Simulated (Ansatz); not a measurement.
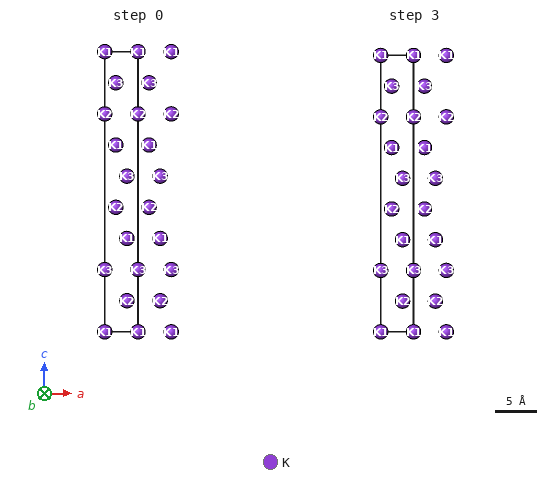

The structure of crystalline K (set up in R-3m) before (left) and after (right) a relaxation, at one scale.

Style: spheres-only. Shown: the conventional cell (3 times the calculation's cell), repeated 2 × 1 × 1 with one cell outlined, along the b axis. Lengths and directions refer to the drawn axes.

All numbers below come from DFT PBE, scalar-relativistic, plane waves, PAW in Ansatz. Set-up: plane-wave cutoff 420 eV; k-point mesh 12 × 12 × 12; occupations gaussian; smearing width 0.1 eV; no spin polarisation; cell and atoms relaxed; force threshold 0.005 eV/Å; at most 80 steps.

Question: Describe what moved and what it gained.

Answer: After 2 accepted moves (3 points after the start) the energy has fallen by 1.3 meV per atom. The largest force component goes from 0.00087 to 0.00018 eV/Å. Pressure: −0.13 GPa at the start and 0.01 GPa at the end. At 1 point the geometry stayed and the basis and grid were re-selected for the new cell (energy shift of less than 0.05 meV per atom at most each time). The atoms keep their places relative to the cell (all moves are under 0.005 Å). The volume changes by −4.1 %, with a = b 4.786 → 4.719 Å (−1.4 %), c 34.916 → 34.444 Å (−1.4 %). The space group stays R-3m (No. 166).
